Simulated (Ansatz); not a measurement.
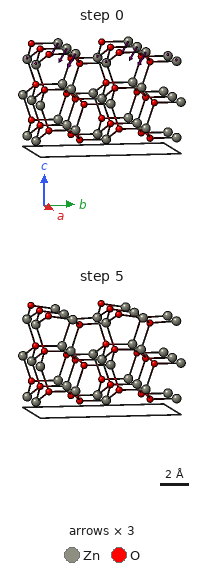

The structure of a slab of composition ZnO (cut from the P6_3mc phase) before (top) and after (bottom) a constrained relaxation, at one scale. The purple arrows give the displacements, 3 times their true length.

The picture is a ball-and-stick view of the 1 × 2 repeat of the cell, outlined in the plane, without the vacuum (origin shifted), seen slightly off an axis.

Case: clean slab, lower planes held. The slab is the (1 0 0) face of ZnO. 12 atoms are held fixed.

Computed with DFT PBE, scalar-relativistic, plane waves, PAW (Ansatz). Set-up: plane-wave cutoff 420 eV; k-point mesh 3 × 3 × 1; occupations gaussian; smearing width 0.05 eV; no spin polarisation; dipole correction; atoms relaxed in a fixed cell; force threshold 0.03 eV/Å; at most 70 steps.

Describe what moved and what it gained.

After 5 geometry steps the energy has fallen by 0.755 eV per cell of the calculation. Largest force component: 1.4 eV/Å at the start, 0.023 eV/Å at the end. The largest moves, 0.42 Å, are those of Zn atoms. Largest moves by element: Zn 0.42 Å, O 0.07 Å. The cell stays as it was. Near-neighbour distances that change, for instance: O–Zn 2.007 → 1.863 Å, O–Zn 1.999 → 2.103 Å, O–Zn 1.999 → 1.931 Å, O–Zn 1.999 → 2.061 Å. Among the angles between lasting bonds that change: Zn–O–Zn 110.3° → 99.0°, O–Zn–O 108.7° → 118.6°, Zn–O–Zn 108.7° → 114.7°. Cost: 99 s on 4 threads of Arm Neoverse V2, with other jobs on the host, peak memory 1.9 GiB.
